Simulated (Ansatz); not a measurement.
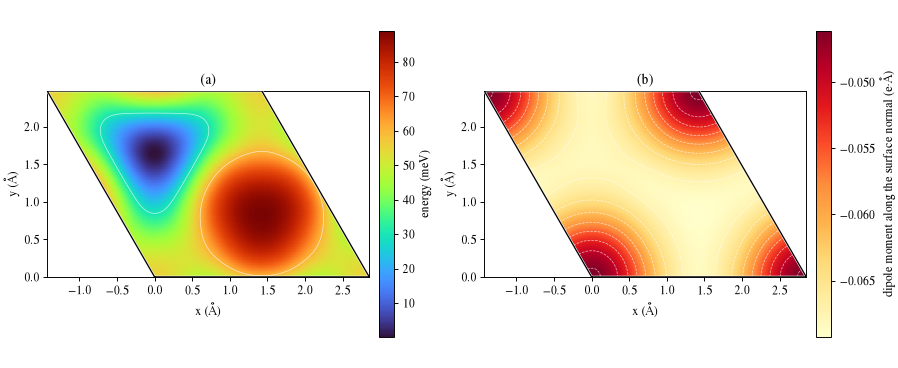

Si on a Ti(111) slab cut from the Fm-3m phase, its upper half relaxed before the scan (12 atoms of substrate and one adsorbate in a 2 × 2 cell). Si is moved over the surface cell at a fixed height above a rigid substrate; the origin of the map has the adsorbate above Ti9; the height is held at 2.50 Å. Places are given modulo a cell vector. The map is drawn in real space over the plane of the surface. The grid has 6 × 6 points; 10 points were computed and 26 follow by symmetry. Places are given in fractions of the 1 × 1 surface cell. Energies: meV, counted from the lowest grid point. The runs have no spin polarisation, so an open-shell adsorbate far from the surface lies too high. At a fixed height the lowest place need not be the adsorption site. The calculation used Ansatz, DFT PBE+D3(BJ), scalar-relativistic, plane waves, PAW. Settings: cutoff 420 eV, k-mesh 6×6×1, gaussian smearing 0.1 eV, no spin polarisation.

Panel (a) is the energy; panel (b) is the computed dipole moment along the surface normal, in e·Å.

In the figure: a smooth colour map with a few white contour lines, the outline of one cell of the plane. Between grid points the surface is interpolated.

How does the dipole moment along the surface normal vary over the map, and what is it at the lowest grid point?

Answer. It runs from −0.07 e·Å at a threefold hollow over a third-layer Ti atom, (4/6, 2/6) of the cell vectors to −0.05 e·Å at the top site over a surface Ti atom, (0/6, 0/6) of the cell vectors. At the lowest grid point, a threefold hollow over a second-layer Ti atom, (2/6, 4/6) of the cell vectors, it is −0.07 e·Å.

PAW datasets: the set soft_1.
